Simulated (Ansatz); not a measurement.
# Two runs on Ag

System: Ag (Fm-3m, 1 atom in the cell).
Method of run A: Kohn-Sham DFT of a periodic cell, PBEsol, all-electron LAPW, scalar-relativistic, no spin polarisation (Ansatz 0.2.0).

The structure derives from an entry of the Crystallography Open Database. Text and figures count atoms from 1; the logs count them from 0 in places.

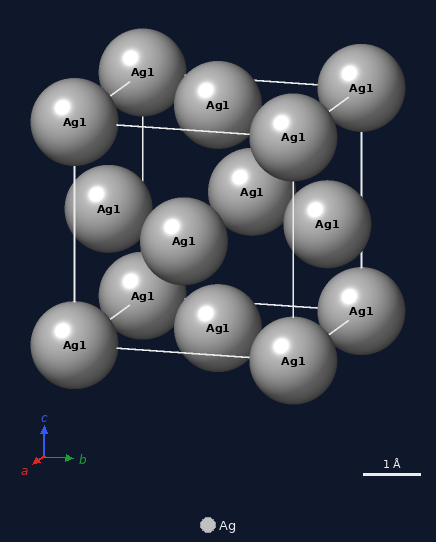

Figure 1. The input geometry (spheres-only view of the cell 4 times as large as that of the calculation, set on its symmetry axes, seen slightly off an axis; atoms are numbered from 1 in the order of the input).

### Input file, run A
```yaml
crystal:
  lattice:
    - [0.0, 2.04275, 2.04275]
    - [2.04275, 0.0, 2.04275]
    - [2.04275, 2.04275, 0.0]
  atoms:
    - { symbol: Ag, position: [0.0, 0.0, 0.0] }
kpoints:
  mp_grid: { grid: [11, 11, 11] }
scf:
  occupations: { method: fermi_dirac, width: 0.05 }
hamiltonian:
  xc: pbesol
  pseudopotentials: { kind: all_electron, lapw: { basis_error: 0.001 } }
output:
  forces: true
  stress: true
relax:
  f_tol: 0.005
  max_steps: 60
  cell: {}
```

Launched with:
```bash
ansatz run input.yaml --threads 1 --pin off --max-ram 3072MiB --backend cpu --events-out ev --progress --plain --runs-dir out
```

Hardware: 1 thread of Intel Xeon (Emerald Rapids), 16 GiB of memory available, shared host.

### Output, shortened to warnings, some set-up lines, iterations and results (run A)
```
Basis set: ecut = 257.799384000632 eV, 169 PW (Γ), exchange–correlation at level 2
Symmetry: 48 space group operations
k-points: 56 of 1331
Initial density: superposition of atomic densities (chi_scale 0.1, normalization cell)
[...]
SCF iter   1: F=—  HF=-144588.303472 eV  |F-HF|=—  |Δ(HF+E_count)|=         —  Δρ=2.57e-2  dr2=7.19e-2  ethr=3.76e-4  ⟨swp⟩=2.8  Hψ=5669  notcnv=0
SCF iter   2: F=—  HF=-144588.083234 eV  |F-HF|=—  |Δ(HF+E_count)|=   2.20e-1  Δρ=1.50e-3  dr2=3.01e-4  ethr=1.58e-6  ⟨swp⟩=2.7  Hψ=4072  notcnv=0
SCF iter   3: F=—  HF=-144588.013880 eV  |F-HF|=—  |Δ(HF+E_count)|=   6.94e-2  Δρ=4.07e-3  dr2=1.70e-3  ethr=1.58e-6  ⟨swp⟩=3.0  Hψ=2591  notcnv=0
SCF iter   4: F=—  HF=-144588.011839 eV  |F-HF|=—  |Δ(HF+E_count)|=   2.04e-3  Δρ=6.17e-4  dr2=3.66e-5  ethr=1.58e-6  ⟨swp⟩=2.2  Hψ=2119  notcnv=0
SCF iter   5: F=—  HF=-144588.011838 eV  |F-HF|=—  |Δ(HF+E_count)|=   1.28e-6  Δρ=2.42e-5  dr2=8.80e-8  ethr=1.92e-7  ⟨swp⟩=2.0  Hψ=2110  notcnv=0
[... 18 lines ...]
relax step   4: F+E_penalty+E_count = -144588.01598380 eV  Δ(F+E_penalty+E_count) = -1.304e-5 eV  max|allowed force component| = 0.000e0 eV/Å  Δτ_max = 0.0000 Å  P = -0.002 …
SCF iter   1: F=—  HF=-144588.015984 eV  |F-HF|=—  |Δ(HF+E_count)|=         —  Δρ=3.54e-6  dr2=1.65e-9  ethr=9.42e-12  ⟨swp⟩=6.3  Hψ=5502  notcnv=0  reapply=23
SCF iter   2: F=-144588.015984 eV  HF=-144588.015984 eV  |F-HF|=2.76e-9  |Δ(HF+E_count)|=   1.64e-7  Δρ=2.65e-6  dr2=8.39e-10  ethr=8.68e-12  ⟨swp⟩=2.7  Hψ=2167  notcnv=0
SCF 5 converged in 2 iterations: F = -144588.015984 eV  dr2 = 8.39e-10
relax step   5: F+E_penalty+E_count = -144588.01598379 eV  Δ(F+E_penalty+E_count) = +9.546e-9 eV  max|allowed force component| = 0.000e0 eV/Å  Δτ_max = 0.0000 Å  P = -0.003 …
basis re-selected at this cell: Δ(F+E_penalty+E_count) = +9.546e-9 eV, ΔP = -0.000 GPa vs the last step (what re-selecting the basis moved, after the strain that the cell walked since its last selection, with what the two solves' SCF thresholds leave and, on support functions, any second-order …
SCF converged after 2 iterations
Free energy (F): -144588.015984 eV
Harris-Foulkes:  -144588.015984 eV  (|F-HF|=2.76e-9)
Internal energy: -144588.013786 eV  (E = F + TS)
E sigma→0 (E₀):  -144588.014885 eV
Entropy (-TS):   -0.002198 eV (-2.198 meV/atom)
Fermi energy:    19.439507 eV
--- Per-component energies (eV) ---
  E_band       = -198.731308
  E_kinetic    = 151164.398276
  E_xc         = -3997.400491
  E_electrostatic = -291755.011571  (all electrons and nuclei)
  E_smearing   = -0.002198  (= −TS)
  E_closure    = 0.000000  (closes the sum)
  E_atoms      = -144584.709470  (free atoms, spherical and without spin; not in F)
  Σ components = -144588.015984   (vs F -144588.015984, Δ=0.00e0)
  Basis errors (estimates in eV, not in F): energy 2.3e-4 per atom: plane waves 2.2e-4 (1.2e-4 summed), levels above the bands 6.7e-142, relativity 2.4e-8, radial functions 7.2e-6, core shells 1.4e-6; eigenvalues (radial functions only) 3.7e-6; not estimated: angular momenta, meshes, grids; target …
--- Forces (eV/Å), atoms counted from 1 ---
  atom   1  Ag    -0.00000000     0.00000000     0.00000000
  max |Σ_I F_I| component: 8.22e-33 eV/Å
--- Stress (GPa, compression-positive) ---
       -0.002628       0.000000       0.000000
        0.000000      -0.002628      -0.000000
        0.000000      -0.000000      -0.002628
  P = ⅓ Tr σ = -0.0026 GPa (-0.026 kbar)
--- Relaxed structure (4 steps of the walk, 4 accepted, 1 SCFs on fresh bases) ---
  F+E_penalty+E_count = -144588.01598379 eV   max|allowed force component| = 0.000e0 eV/Å   (the final SCF, on the basis selected at the relaxed cell)
  cell:  # Å, volume = 16.6072 Å³
    - [-5.891523846049386e-35, 2.024988351670616, 2.024988351670616]
    - [2.024988351670616, 3.662298581657565e-35, 2.024988351670616]
    - [2.024988351670616, 2.024988351670616, 3.8215290246716924e-35]
  atoms:
    - { symbol: Ag, position: [0.0, 0.0, 0.0] }
```

Run B used a changed input.

### The two runs side by side

| quantity | run A | run B |
| --- | --- | --- |
| outcome | converged | converged |
| free energy per atom (eV) | −144588.0160 | −144588.5893 |
| energy per atom, smearing taken to zero (eV) | −144588.0149 | −144588.5884 |
| pressure (GPa) | 0.00 | 0.01 |
| volume per atom (Å³) | 16.61 | 15.89 |
| largest force (eV/Å) | 0.000 | 0.000 |
| SCF iterations | 18 | 21 |
| irreducible k-points | 56 | 56 |
| wall time (shared host) | 8.3 s | 9 s |

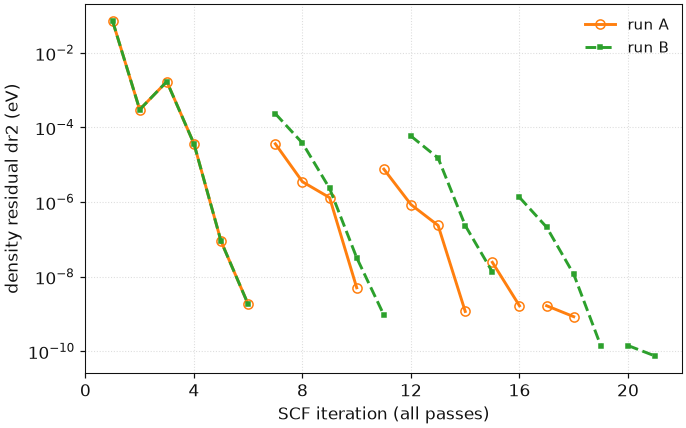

Figure 2. Convergence of the two runs: density residual dr2 against the SCF iteration. A break in a curve parts two SCF passes. Run A takes 18 iterations in all, and run B takes 21.

Which change of the input explains these differences?

The change (lines with − go, lines with + come):
```diff
+  dispersion: d3bj
```

The total energies belong to different models, so their difference says nothing on which is more stable or more accurate. The volume per atom goes from 16.61 to 15.89 Å³. The SCF takes 21 iterations over all geometry steps against 18.

### Output, shortened to warnings, some set-up lines, iterations and results (run B)
```
Basis set: ecut = 257.799384000632 eV, 169 PW (Γ), exchange–correlation at level 2
Symmetry: 48 space group operations
k-points: 56 of 1331
Initial density: superposition of atomic densities (chi_scale 0.1, normalization cell)
[...]
SCF iter   1: F=—  HF=-144588.848942 eV  |F-HF|=—  |Δ(HF+E_count)|=         —  Δρ=2.57e-2  dr2=7.19e-2  ethr=3.76e-4  ⟨swp⟩=2.8  Hψ=5669  notcnv=0
SCF iter   2: F=—  HF=-144588.628704 eV  |F-HF|=—  |Δ(HF+E_count)|=   2.20e-1  Δρ=1.50e-3  dr2=3.01e-4  ethr=1.58e-6  ⟨swp⟩=2.7  Hψ=4072  notcnv=0
SCF iter   3: F=—  HF=-144588.559350 eV  |F-HF|=—  |Δ(HF+E_count)|=   6.94e-2  Δρ=4.07e-3  dr2=1.70e-3  ethr=1.58e-6  ⟨swp⟩=3.0  Hψ=2591  notcnv=0
SCF iter   4: F=—  HF=-144588.557309 eV  |F-HF|=—  |Δ(HF+E_count)|=   2.04e-3  Δρ=6.17e-4  dr2=3.66e-5  ethr=1.58e-6  ⟨swp⟩=2.2  Hψ=2119  notcnv=0
SCF iter   5: F=—  HF=-144588.557307 eV  |F-HF|=—  |Δ(HF+E_count)|=   1.28e-6  Δρ=2.42e-5  dr2=8.80e-8  ethr=1.92e-7  ⟨swp⟩=2.0  Hψ=2110  notcnv=0
[... 21 lines ...]
relax step   4: F+E_penalty+E_count = -144588.58930097 eV  Δ(F+E_penalty+E_count) = -8.633e-4 eV  max|allowed force component| = 0.000e0 eV/Å  Δτ_max = 0.0000 Å  P = +0.006 …
SCF iter   1: F=—  HF=-144588.589301 eV  |F-HF|=—  |Δ(HF+E_count)|=         —  Δρ=1.31e-6  dr2=1.41e-10  ethr=1.08e-12  ⟨swp⟩=7.7  Hψ=6379  notcnv=0  reapply=38
SCF iter   2: F=-144588.589301 eV  HF=-144588.589301 eV  |F-HF|=3.49e-10  |Δ(HF+E_count)|=   1.77e-7  Δρ=9.65e-7  dr2=7.39e-11  ethr=1.00e-12  ⟨swp⟩=3.0  Hψ=2421  notcnv=0
SCF 5 converged in 2 iterations: F = -144588.589301 eV  dr2 = 7.39e-11
relax step   5: F+E_penalty+E_count = -144588.58930127 eV  Δ(F+E_penalty+E_count) = -2.916e-7 eV  max|allowed force component| = 0.000e0 eV/Å  Δτ_max = 0.0000 Å  P = +0.006 …
basis re-selected at this cell: Δ(F+E_penalty+E_count) = -2.916e-7 eV, ΔP = -0.000 GPa vs the last step (what re-selecting the basis moved, after the strain that the cell walked since its last selection, with what the two solves' SCF thresholds leave and, on support functions, any second-order …
SCF converged after 2 iterations
Free energy (F): -144588.589301 eV
Harris-Foulkes:  -144588.589301 eV  (|F-HF|=3.49e-10)
Internal energy: -144588.587552 eV  (E = F + TS)
E sigma→0 (E₀):  -144588.588426 eV
Entropy (-TS):   -0.001750 eV (-1.750 meV/atom)
Fermi energy:    20.534273 eV
--- Per-component energies (eV) ---
  E_band       = -179.989979
  E_kinetic    = 151166.207953
  E_xc         = -3997.793749
  E_electrostatic = -291756.415587  (all electrons and nuclei)
  E_disp       = -0.586168  (pairwise vdW)
  E_smearing   = -0.001750  (= −TS)
  E_closure    = 0.000000  (closes the sum)
  E_atoms      = -144584.709470  (free atoms, spherical and without spin; not in F)
  Σ components = -144588.589301   (vs F -144588.589301, Δ=0.00e0)
  Basis errors (estimates in eV, not in F): energy 2.4e-4 per atom: plane waves 2.3e-4 (1.2e-4 summed), levels above the bands 8.7e-145, relativity 2.3e-8, radial functions 7.6e-6, core shells 2.1e-6; eigenvalues (radial functions only) 3.9e-6; not estimated: angular momenta, meshes, grids; target …
--- Forces (eV/Å), atoms counted from 1 ---
  atom   1  Ag     0.00000000    -0.00000000     0.00000000
  max |Σ_I F_I| component: 3.70e-32 eV/Å
--- Stress (GPa, compression-positive) ---
        0.006358       0.000000       0.000000
        0.000000       0.006358      -0.000000
        0.000000      -0.000000       0.006358
  P = ⅓ Tr σ = 0.0064 GPa (0.064 kbar)
--- Relaxed structure (4 steps of the walk, 3 accepted, 1 SCFs on fresh bases) ---
  F+E_penalty+E_count = -144588.58930127 eV   max|allowed force component| = 0.000e0 eV/Å   (the final SCF, on the basis selected at the relaxed cell)
  cell:  # Å, volume = 15.8902 Å³
    - [6.05075439681386e-35, 1.9954128766833246, 1.9954128766833246]
    - [1.9954128766833246, 1.0827665462152783e-34, 1.9954128766833246]
    - [1.9954128766833246, 1.9954128766833246, 1.5923037602798716e-35]
  atoms:
    - { symbol: Ag, position: [0.0, 0.0, 0.0] }
```
